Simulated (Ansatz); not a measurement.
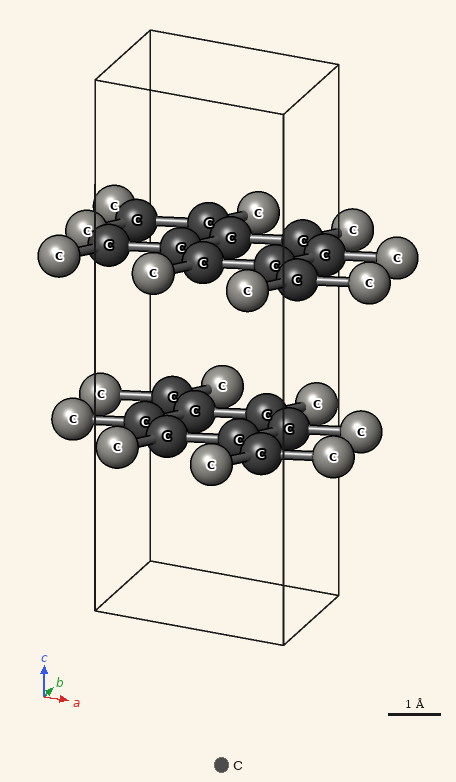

*The structure as given in the input (ball-and-stick view of the 2 × 2 repeat of the cell, with the vacuum cut short, seen slightly off an axis; neighbours outside the cell are drawn fainter).*

Near neighbours in the crystal (not all of them lie inside the picture): C has 3 C at 1.42 Å.

## C: geometry relaxation (part 1 of 2)

C (slab, 4 atoms in the cell), computed with DFT PBE+D3(BJ), scalar-relativistic, plane waves, PAW, no spin polarisation (Ansatz 0.2.0).

The structure derives from an entry of the Crystallography Open Database. The input holds or restrains some coordinates.

**Input**
```yaml
crystal:
  lattice:
    - [2.4656677093, 0.0, 0.0]
    - [-1.2328338546, 2.1353308736, 0.0]
    - [0.0, 0.0, 17.5000661151]
  atoms:
    - { symbol: C, position: [0.6666666667, 0.3333333333, 0.2571384725] }
    - { symbol: C, position: [0.3333333333, 0.6666666667, 0.2571418857] }
    - { symbol: C, position: [0.6666666667, 0.8333333333, 0.4545962431] }
    - { symbol: C, position: [1.0, 0.5, 0.4545964092] }
basis:
  ecutwfc: 420
kpoints:
  mp_grid: { grid: [15, 15, 1] }
hamiltonian:
  xc: pbe
  dispersion: d3bj
scf:
  occupations: { method: gaussian, width: 0.1 }
output:
  forces: true
  eigenvalues: true
  write_density: true
  write_potential: true
  elf: true
  volumetric_format: npy
relax:
  adjacent_minimum: "off"
  f_tol: 0.003
  max_steps: 20
  constraints: [{ site: 1 }, { sites: [0, 2, 3], fix: xy }]
efield:
  axis: 3
  dipole_correction: true
  ramp_width: 0.04
```

Run as:
```bash
ansatz run input.yaml --threads 4 --pin off --max-ram 12288MiB --backend cpu --events-out ev --progress --plain --runs-dir out
```

**Output**
```
Engine: ansatz 0.2.0, aarch64-unknown-linux-gnu
Pseudopotentials: kind: paw
Pseudopotential: C, paw, valence charge 4, recommended cutoff 420 eV (normal), C.paw.azcp
Functional definition: PBE
  parameter kappa = 0.804
  parameter beta = 0.06672455060314922
  exchange = pbe_x(kappa = kappa, mu = beta*pi^2/3)
  correlation = pbe_c(beta = beta)
Crystal: 4 atoms, lattice volume = 92.138 Å³
Basis set: ecut = 420 eV, 1745 PW (Γ), exchange–correlation on 36×36×240 points (8 copies of the dense FFT grid, shifted against one another)
Bands: 12, of which v1, the nominal top of the filled ones, is band 8 counted from 1 (7 counted from 0)
Symmetry: 2 space group operations
k-points: 64 of 225 (time reversal used)
Non-local potential: C, projectors of the file, l = 0: 2, l = 1: 2, l = 2: 1
PAW form: soft (Blöchl's): semilocal exchange-correlation on the pseudo side does not see the compensation charge
PAW one-centre angular grid: C, 110 points (default); XC on 64 Gauss nodes
Initial density: superposition of atomic densities (neutral atoms: chi_scale 0, normalization atom), corrected by the library's trained network
Initial wavefunctions: pseudopotential atomic-orbital guess
Functional: x = pbe(κ = 0.804, μ = 0.2195149727645171), c = pbe(β = 0.06672455060314922)
SCF iter   1: F=—  HF=-1004.213938 eV  |F-HF|=—  |Δ(HF+E_count)|=         —  Δρ=2.23e-3  dr2=5.19e-3  ethr=1.77e-3  p=0.000 e·Å  D=1.03e-5 V/Å  ΔV_dip=-0.00 eV  dr2_dipole=6.42e-12  V_vac-E_F(+/−)=4.47/4.47 eV  ⟨swp⟩=6.1  Hψ=5061  notcnv=0
efield: sawtooth ramp at fractional position 0.8359 (placed from the atoms, in the widest stretch of the axis that holds none; the zero of the levels goes with the place), width 0.0400; the density the first Hamiltonian is built on has a dipole p = 0.000 e·Å; the dipole correction subtracts the counter field D = 1.03e-5 V/Å, which shifts the + side's vacuum level by -0.00 eV against the − side's; the planar-averaged density in the ramp window peaks in size at 8.3e-5 e/Å³
preconditioner: auto → none  [insulator: Δε(μ)=0.373 eV  Ē_g=14.987 eV  σ=0.100 eV  W_gap=0.99  n_scr=10 (ndim 8)  ℏωp=15.5 eV  f_vac=0.593  D(μ)=0.01/eV (n_scr^D=0)  ε∞_Penn≈2.1]
SCF iter   2: F=—  HF=-1004.213750 eV  |F-HF|=—  |Δ(HF+E_count)|=   1.88e-4  Δρ=1.02e-3  dr2=7.83e-4  ethr=3.25e-5  p=0.000 e·Å  D=1.28e-5 V/Å  ΔV_dip=-0.00 eV  dr2_dipole=6.15e-10  V_vac-E_F(+/−)=4.30/4.30 eV  ⟨swp⟩=2.8  Hψ=1799  notcnv=0
SCF iter   3: F=—  HF=-1004.213914 eV  |F-HF|=—  |Δ(HF+E_count)|=   1.64e-4  Δρ=4.22e-4  dr2=3.46e-4  ethr=4.89e-6  p=-0.000 e·Å  D=-2.09e-5 V/Å  ΔV_dip=0.00 eV  dr2_dipole=6.54e-9  V_vac-E_F(+/−)=4.30/4.30 eV  ⟨swp⟩=2.3  Hψ=1351  notcnv=0
SCF iter   4: F=—  HF=-1004.213907 eV  |F-HF|=—  |Δ(HF+E_count)|=   7.32e-6  Δρ=1.76e-4  dr2=1.00e-5  ethr=2.16e-6  p=0.000 e·Å  D=3.36e-5 V/Å  ΔV_dip=-0.00 eV  dr2_dipole=8.60e-9  V_vac-E_F(+/−)=4.27/4.27 eV  ⟨swp⟩=2.0  Hψ=1047  notcnv=0
SCF iter   5: F=—  HF=-1004.213986 eV  |F-HF|=—  |Δ(HF+E_count)|=   7.92e-5  Δρ=3.28e-5  dr2=1.25e-6  ethr=6.27e-8  p=-0.000 e·Å  D=-1.86e-4 V/Å  ΔV_dip=0.00 eV  dr2_dipole=3.51e-7  V_vac-E_F(+/−)=4.27/4.27 eV  ⟨swp⟩=2.2  Hψ=1489  notcnv=0
SCF iter   6: F=—  HF=-1004.213990 eV  |F-HF|=—  |Δ(HF+E_count)|=   3.69e-6  Δρ=1.71e-5  dr2=1.14e-6  ethr=1.41e-9  p=0.000 e·Å  D=2.16e-4 V/Å  ΔV_dip=-0.00 eV  dr2_dipole=4.48e-7  V_vac-E_F(+/−)=4.27/4.27 eV  ⟨swp⟩=15.7  Hψ=6988  notcnv=0
iter 7 did not close the SCF: its close was put off until two iterations running show no level that it waits for move by more than its bar (scf_convergence_deferred on its scf_iter line)
SCF iter   7: F=-1004.213990 eV  HF=-1004.213990 eV  |F-HF|=1.20e-8  |Δ(HF+E_count)|=   2.39e-7  Δρ=8.61e-6  dr2=1.12e-7  ethr=1.41e-9  p=0.000 e·Å  D=6.25e-5 V/Å  ΔV_dip=-0.00 eV  dr2_dipole=3.64e-8  V_vac-E_F(+/−)=4.27/4.27 eV  ⟨swp⟩=10.0  Hψ=5897  notcnv=0
iter 8 did not close the SCF: its close was put off until two iterations running show no level that it waits for move by more than its bar (scf_convergence_deferred on its scf_iter line)
SCF iter   8: F=-1004.213990 eV  HF=-1004.213990 eV  |F-HF|=7.62e-9  |Δ(HF+E_count)|=   1.16e-7  Δρ=3.91e-6  dr2=1.46e-8  ethr=6.97e-10  p=0.000 e·Å  D=1.31e-5 V/Å  ΔV_dip=-0.00 eV  dr2_dipole=1.61e-9  V_vac-E_F(+/−)=4.27/4.27 eV  ⟨swp⟩=8.6  Hψ=5926  notcnv=0
iter 9 did not close the SCF: its close was put off until two iterations running show no level that it waits for move by more than its bar (scf_convergence_deferred on its scf_iter line)
SCF iter   9: F=-1004.213990 eV  HF=-1004.213990 eV  |F-HF|=1.57e-11  |Δ(HF+E_count)|=   1.78e-9  Δρ=3.52e-7  dr2=1.30e-10  ethr=9.12e-11  p=0.000 e·Å  D=1.11e-6 V/Å  ΔV_dip=-0.00 eV  dr2_dipole=1.02e-11  V_vac-E_F(+/−)=4.27/4.27 eV  ⟨swp⟩=6.8  Hψ=5270  notcnv=0
SCF iter  10: F=-1004.213990 eV  HF=-1004.213990 eV  |F-HF|=7.50e-12  |Δ(HF+E_count)|=  5.47e-11  Δρ=7.91e-8  dr2=2.31e-12  ethr=1.00e-12  p=0.000 e·Å  D=2.64e-7 V/Å  ΔV_dip=-0.00 eV  dr2_dipole=1.51e-13  V_vac-E_F(+/−)=4.27/4.27 eV  ⟨swp⟩=4.7  Hψ=3870  notcnv=0
SCF 1 converged in 10 iterations: F = -1004.213990 eV  dr2 = 2.31e-12
  greatest PAW one-centre occupation: 0.672 electrons in one spin orbital (limit 2), on the C atom at site 1 (counted from 0), in its partial waves of l = 0
relax step   1: F+E_penalty+E_count = -1004.21399008 eV  Δ(F+E_penalty+E_count) = +0.000e0 eV  max|allowed force component| = 5.319e-3 eV/Å  Δτ_max = 0.0000 Å  (10 SCF iters, dr2 threshold 2.25e-7 eV, accepted)
Initial density: handed on by an earlier stage of this run
Initial wavefunctions: those handed on with the density
iter 1 solved again at ethr=1.34e-4 eV; its pass at ethr=3.10e-3 eV (dr2=2.14e-2 eV) is discarded
SCF iter   1: F=—  HF=-1004.220395 eV  |F-HF|=—  |Δ(HF+E_count)|=         —  Δρ=5.34e-3  dr2=2.11e-2  ethr=1.34e-4  p=0.000 e·Å  D=4.23e-7 V/Å  ΔV_dip=-0.00 eV  dr2_dipole=6.09e-4  V_vac-E_F(+/−)=4.27/4.27 eV  ⟨swp⟩=1.0  Hψ=3890  notcnv=0
efield: sawtooth ramp at fractional position 0.8359 (handed on by an earlier solve), width 0.0400; the density the first Hamiltonian is built on has a dipole p = 0.000 e·Å; the dipole correction subtracts the counter field D = 4.23e-7 V/Å, which shifts the + side's vacuum level by -0.00 eV against the − side's; the planar-averaged density in the ramp window peaks in size at 1.7e-7 e/Å³
preconditioner: auto → none  [insulator: Δε(μ)=0.352 eV  Ē_g=14.928 eV  σ=0.100 eV  W_gap=0.99  n_scr=10 (ndim 8)  ℏωp=15.5 eV  f_vac=0.591  D(μ)=0.01/eV (n_scr^D=0)  ε∞_Penn≈2.1]
SCF iter   2: F=—  HF=-1004.216641 eV  |F-HF|=—  |Δ(HF+E_count)|=   3.75e-3  Δρ=1.87e-3  dr2=1.04e-2  ethr=1.32e-4  p=-0.012 e·Å  D=-2.44e-2 V/Å  ΔV_dip=0.43 eV  dr2_dipole=3.54e-3  V_vac-E_F(+/−)=4.59/4.17 eV  ⟨swp⟩=2.5  Hψ=1551  notcnv=0
SCF iter   3: F=—  HF=-1004.215297 eV  |F-HF|=—  |Δ(HF+E_count)|=   1.34e-3  Δρ=1.60e-3  dr2=5.94e-3  ethr=6.51e-5  p=0.006 e·Å  D=1.16e-2 V/Å  ΔV_dip=-0.20 eV  dr2_dipole=1.96e-3  V_vac-E_F(+/−)=4.19/4.40 eV  ⟨swp⟩=2.6  Hψ=1561  notcnv=0
SCF iter   4: F=—  HF=-1004.214117 eV  |F-HF|=—  |Δ(HF+E_count)|=   1.18e-3  Δρ=9.24e-4  dr2=5.85e-4  ethr=3.71e-5  p=0.000 e·Å  D=8.24e-4 V/Å  ΔV_dip=-0.01 eV  dr2_dipole=5.15e-5  V_vac-E_F(+/−)=4.26/4.27 eV  ⟨swp⟩=1.7  Hψ=868  notcnv=0
SCF iter   5: F=—  HF=-1004.214016 eV  |F-HF|=—  |Δ(HF+E_count)|=   1.01e-4  Δρ=3.60e-4  dr2=4.93e-5  ethr=3.66e-6  p=0.000 e·Å  D=4.09e-4 V/Å  ΔV_dip=-0.01 eV  dr2_dipole=4.09e-6  V_vac-E_F(+/−)=4.27/4.27 eV  ⟨swp⟩=2.2  Hψ=1335  notcnv=0
SCF iter   6: F=—  HF=-1004.214037 eV  |F-HF|=—  |Δ(HF+E_count)|=   2.11e-5  Δρ=9.38e-5  dr2=2.35e-6  ethr=3.08e-7  p=0.000 e·Å  D=1.82e-4 V/Å  ΔV_dip=-0.00 eV  dr2_dipole=1.73e-7  V_vac-E_F(+/−)=4.27/4.27 eV  ⟨swp⟩=2.1  Hψ=1173  notcnv=0
SCF iter   7: F=—  HF=-1004.214038 eV  |F-HF|=—  |Δ(HF+E_count)|=   1.61e-6  Δρ=1.35e-5  dr2=7.46e-8  ethr=1.47e-8  p=0.000 e·Å  D=1.88e-5 V/Å  ΔV_dip=-0.00 eV  dr2_dipole=3.32e-9  V_vac-E_F(+/−)=4.27/4.27 eV  ⟨swp⟩=2.0  Hψ=1252  notcnv=0
SCF iter   8: F=—  HF=-1004.214038 eV  |F-HF|=—  |Δ(HF+E_count)|=   1.85e-8  Δρ=3.93e-6  dr2=1.00e-8  ethr=4.66e-10  p=0.000 e·Å  D=4.69e-6 V/Å  ΔV_dip=-0.00 eV  dr2_dipole=1.33e-10  V_vac-E_F(+/−)=4.27/4.27 eV  ⟨swp⟩=2.1  Hψ=1258  notcnv=0
iter 9 did not close the SCF: its close was put off until two iterations running show no level that it waits for move by more than its bar (scf_convergence_deferred on its scf_iter line)
SCF iter   9: F=-1004.214038 eV  HF=-1004.214038 eV  |F-HF|=3.42e-11  |Δ(HF+E_count)|=  8.21e-10  Δρ=6.39e-7  dr2=1.95e-10  ethr=5.62e-11  p=0.000 e·Å  D=1.73e-6 V/Å  ΔV_dip=-0.00 eV  dr2_dipole=1.63e-12  V_vac-E_F(+/−)=4.27/4.27 eV  ⟨swp⟩=10.7  Hψ=5632  notcnv=0
iter 10 did not close the SCF: its close was put off until two iterations running show no level that it waits for move by more than its bar (scf_convergence_deferred on its scf_iter line)
SCF iter  10: F=-1004.214038 eV  HF=-1004.214038 eV  |F-HF|=3.18e-12  |Δ(HF+E_count)|=  8.01e-11  Δρ=1.04e-7  dr2=5.11e-12  ethr=1.22e-12  p=0.000 e·Å  D=6.44e-7 V/Å  ΔV_dip=-0.00 eV  dr2_dipole=2.30e-15  V_vac-E_F(+/−)=4.27/4.27 eV  ⟨swp⟩=4.7  Hψ=4019  notcnv=0
SCF iter  11: F=-1004.214038 eV  HF=-1004.214038 eV  |F-HF|=4.55e-13  |Δ(HF+E_count)|=  3.30e-12  Δρ=3.40e-8  dr2=1.62e-12  ethr=1.00e-12  p=0.000 e·Å  D=7.71e-7 V/Å  ΔV_dip=-0.00 eV  dr2_dipole=2.06e-13  V_vac-E_F(+/−)=4.27/4.27 eV  ⟨swp⟩=5.0  Hψ=3559  notcnv=0
SCF 2 converged in 11 iterations: F = -1004.214038 eV  dr2 = 1.62e-12
relax step   2: F+E_penalty+E_count = -1004.21403826 eV  Δ(F+E_penalty+E_count) = -4.818e-5 eV  max|allowed force component| = 6.272e-3 eV/Å  Δτ_max = 0.0323 Å  (11 SCF iters, accepted)
SCF iter   1: F=—  HF=-1004.214287 eV  |F-HF|=—  |Δ(HF+E_count)|=         —  Δρ=1.05e-3  dr2=8.23e-4  ethr=5.07e-5  p=0.000 e·Å  D=7.37e-7 V/Å  ΔV_dip=-0.00 eV  dr2_dipole=2.27e-5  V_vac-E_F(+/−)=4.27/4.27 eV  ⟨swp⟩=2.6  Hψ=2504  notcnv=0
efield: sawtooth ramp at fractional position 0.8359 (handed on by an earlier solve), width 0.0400; the density the first Hamiltonian is built on has a dipole p = 0.000 e·Å; the dipole correction subtracts the counter field D = 7.37e-7 V/Å, which shifts the + side's vacuum level by -0.00 eV against the − side's; the planar-averaged density in the ramp window peaks in size at 8.5e-8 e/Å³
preconditioner: auto → none  [insulator: Δε(μ)=0.358 eV  Ē_g=14.935 eV  σ=0.100 eV  W_gap=0.99  n_scr=10 (ndim 8)  ℏωp=15.5 eV  f_vac=0.592  D(μ)=0.01/eV (n_scr^D=0)  ε∞_Penn≈2.1]
SCF iter   2: F=—  HF=-1004.214141 eV  |F-HF|=—  |Δ(HF+E_count)|=   1.47e-4  Δρ=3.67e-4  dr2=4.29e-4  ethr=5.15e-6  p=0.002 e·Å  D=4.72e-3 V/Å  ΔV_dip=-0.08 eV  dr2_dipole=1.44e-4  V_vac-E_F(+/−)=4.20/4.29 eV  ⟨swp⟩=2.0  Hψ=1580  notcnv=0
SCF iter   3: F=—  HF=-1004.214095 eV  |F-HF|=—  |Δ(HF+E_count)|=   4.52e-5  Δρ=3.28e-4  dr2=2.73e-4  ethr=2.68e-6  p=-0.001 e·Å  D=-2.40e-3 V/Å  ΔV_dip=0.04 eV  dr2_dipole=9.13e-5  V_vac-E_F(+/−)=4.28/4.24 eV  ⟨swp⟩=2.0  Hψ=1005  notcnv=0
SCF iter   4: F=—  HF=-1004.214045 eV  |F-HF|=—  |Δ(HF+E_count)|=   5.07e-5  Δρ=1.89e-4  dr2=2.49e-5  ethr=1.70e-6  p=-0.000 e·Å  D=-2.03e-4 V/Å  ΔV_dip=0.00 eV  dr2_dipole=2.50e-6  V_vac-E_F(+/−)=4.27/4.27 eV  ⟨swp⟩=1.6  Hψ=804  notcnv=0
SCF iter   5: F=—  HF=-1004.214057 eV  |F-HF|=—  |Δ(HF+E_count)|=   1.21e-5  Δρ=7.41e-5  dr2=2.43e-6  ethr=1.56e-7  p=-0.000 e·Å  D=-1.27e-4 V/Å  ΔV_dip=0.00 eV  dr2_dipole=3.19e-7  V_vac-E_F(+/−)=4.27/4.27 eV  ⟨swp⟩=2.5  Hψ=1061  notcnv=0
SCF iter   6: F=—  HF=-1004.214054 eV  |F-HF|=—  |Δ(HF+E_count)|=   2.90e-6  Δρ=1.87e-5  dr2=9.65e-8  ethr=1.52e-8  p=-0.000 e·Å  D=-4.35e-5 V/Å  ΔV_dip=0.00 eV  dr2_dipole=9.37e-9  V_vac-E_F(+/−)=4.27/4.27 eV  ⟨swp⟩=2.1  Hψ=1142  notcnv=0
SCF iter   7: F=-1004.214054 eV  HF=-1004.214054 eV  |F-HF|=1.77e-9  |Δ(HF+E_count)|=   4.47e-8  Δρ=3.07e-6  dr2=4.72e-9  ethr=5.62e-11  p=-0.000 e·Å  D=-2.92e-6 V/Å  ΔV_dip=0.00 eV  dr2_dipole=8.66e-11  V_vac-E_F(+/−)=4.27/4.27 eV  ⟨swp⟩=8.2  Hψ=5689  notcnv=0
SCF 3 converged in 7 iterations: F = -1004.214054 eV  dr2 = 4.72e-9
  greatest PAW one-centre occupation: 0.672 electrons in one spin orbital (limit 2), on the C atom at site 3 (counted from 0), in its partial waves of l = 0
relax step   3: F+E_penalty+E_count = -1004.21405391 eV  Δ(F+E_penalty+E_count) = -1.566e-5 eV  max|allowed force component| = 7.203e-4 eV/Å  Δτ_max = 0.0063 Å  (7 SCF iters, accepted)
```
